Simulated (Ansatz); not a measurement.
CdS (slab)

```cif
data_structure
_symmetry_space_group_name_H-M 'P 1'
_symmetry_Int_Tables_number 1
_cell_length_a 4.1186
_cell_length_b 5.8246
_cell_length_c 27.3558
_cell_angle_alpha 90.000
_cell_angle_beta 90.000
_cell_angle_gamma 90.000
_cell_volume 656.24
loop_
_atom_site_label
_atom_site_type_symbol
_atom_site_fract_x
_atom_site_fract_y
_atom_site_fract_z
_atom_site_occupancy
Cd1 Cd 0.50000 0.55615 0.29132 1
S1 S 0.00000 0.75540 0.26844 1
Cd2 Cd 0.00000 0.98565 0.34566 1
S2 S 0.50000 0.23606 0.35067 1
Cd3 Cd 0.50000 0.48984 0.42594 1
S3 S 0.00000 0.74143 0.42363 1
Cd4 Cd 0.00000 0.98502 0.50000 1
S4 S 0.50000 0.23592 0.50000 1
Cd5 Cd 0.50000 0.48984 0.57406 1
S5 S 0.00000 0.74143 0.57637 1
Cd6 Cd 0.00000 0.98565 0.65434 1
S6 S 0.50000 0.23606 0.64933 1
Cd7 Cd 0.50000 0.55615 0.70868 1
S7 S 0.00000 0.75540 0.73156 1
```

These are results of DFT PBEsol, scalar-relativistic, plane waves, PAW in Ansatz 0.2.0, not measurements.

The density is the valence pseudo-density of a PAW calculation; it isn't the true density close to the nuclei.

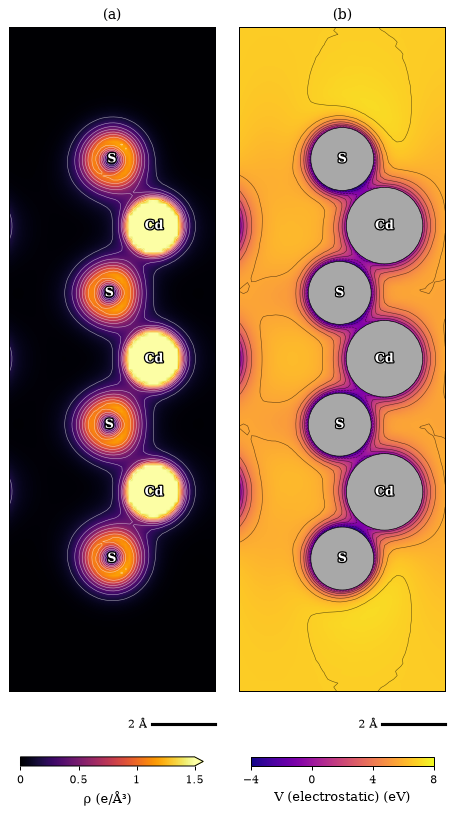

Figure 1. (a) valence pseudo-density; (b) electrostatic potential energy of an electron on the (100) plane of the calculation cell, a cut from vacuum to vacuum. Grey discs cover the atomic cores in the potential map.

> Describe what can be read from this map.

- The section cuts through S and Cd sites.
- Cd–S (2.50 Å): ρ at the midpoint is about 0.45 e/Å³.
- Cd–S (2.56 Å): ρ is about 0.39 e/Å³ halfway.
- The density dies away to nearly zero in the vacuum.

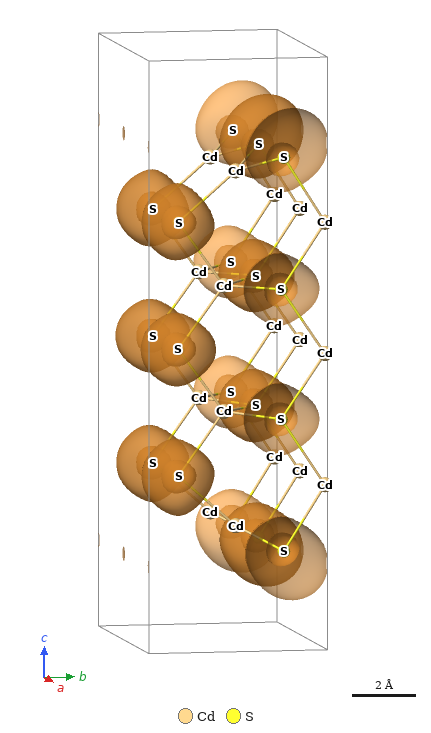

Figure 2. Isosurface of the electron localisation function at 0.7 (orange), seen slightly off an axis. Only the valence region is drawn (cores and ρ < 0.01 e/Å³ removed). Sticks mark near contacts.

> What do the ELF domains correspond to?

At this value the surface marks out seven regions wrapped around S (the valence shell of each), counted in one cell of 14 atoms. Counts are for one cell; the picture repeats the cell along the surface. Profiles from the grid: Cd–S (2.45 Å): the ELF peaks at about 0.85 in the valence shell of S, 0.8 Å from its nucleus, and is about 0.35 at the midpoint. Cd–S (2.50 Å): the ELF peaks at about 0.85 in the valence shell of S, 0.8 Å from its nucleus, and is about 0.35 at the midpoint.

> Metal or insulator at this level of theory?

It is gapped, with a Kohn–Sham gap of 1.4 eV on the k-point mesh (the band edges may lie off the mesh, which would make the gap smaller).
